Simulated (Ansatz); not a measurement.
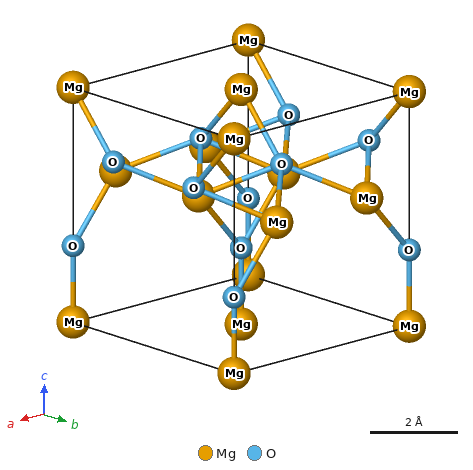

We look at a ball-and-stick model of the crystal from a general direction. The lines enclose the conventional unit cell; boundary atoms appear with their images.

MgO, space group Cmm2 (No. 35), a = 5.52 Å, b = 5.52 Å, c = 5.69 Å, α = 90.00°, β = 90.00°, γ = 90.00°.

Method used: Ansatz, DFT PBE, scalar-relativistic, plane waves, PAW. It ran with a kinetic-energy cutoff of 420 eV, k-points about 0.20 Å⁻¹ apart, Gaussian smearing of 0.02 eV, no spin polarisation.

> Classify it as metallic or gapped, with the value.

A semiconductor at this level, with a gap of 1.35 eV on the k-mesh (the true edges may lie between mesh points, so the gap can be somewhat smaller).

Provenance: a structure type filled with these elements by a generator (whether the compound takes this form wasn't checked). Atoms and cell were optimised with Ansatz 0.2.0, DFT PBE, scalar-relativistic, plane waves, PAW.
